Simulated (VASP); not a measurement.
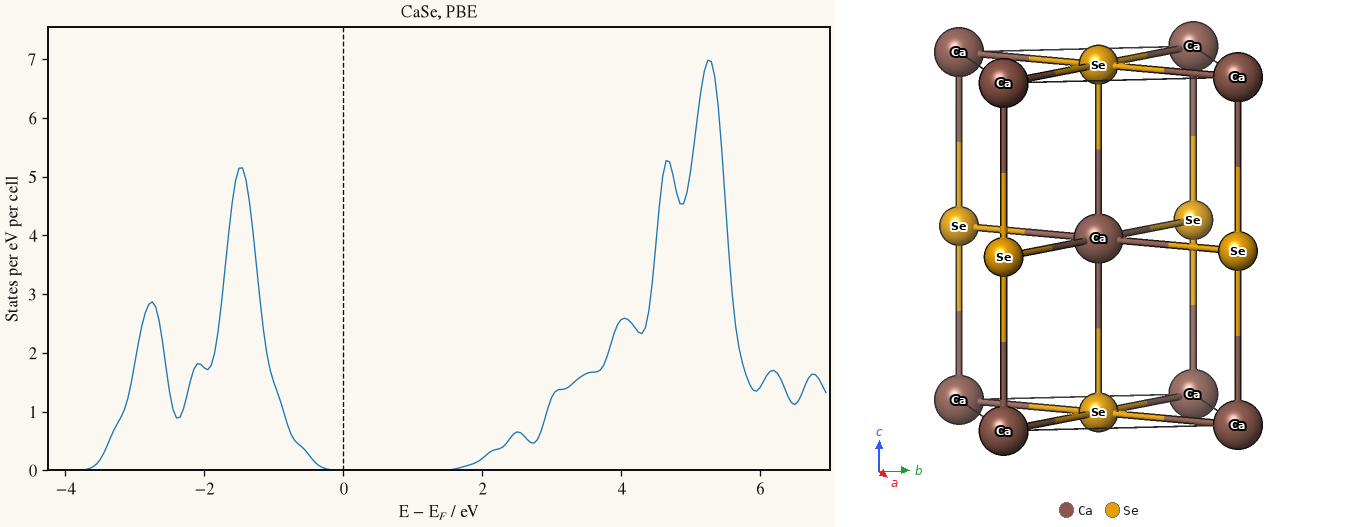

Density of states, beside the structure. Energies are counted from the Fermi level. The curve is built from the levels of the k mesh with Gaussians 0.3 eV wide, which also blur the band edges.

Structure: CaSe, space group I4/mmm, 2 atoms in the cell, rocksalt type, uniaxial (z) strain +4.0%.

Level of theory: DFT, PBE, plane waves, PAW, 8×8×8 k mesh, 520 eV cutoff; code VASP.

> Is there a gap at the Fermi level, and how wide?

There is a gap; over the k points computed it is 2.13 eV (indirect; the smallest direct gap is 2.95 eV).

> Where is the tallest peak of the filled states in the window?

Within the window shown, the tallest peak of the filled states lies 1.1 eV under the valence-band top, at about 5.2 states per eV and cell.

> How wide is the upper valence band?

The upper group of valence states starts about 3.1 eV under the valence-band top (which lies at −0.4 eV on this axis), with a gap beneath it; it holds about 6 electrons a cell.
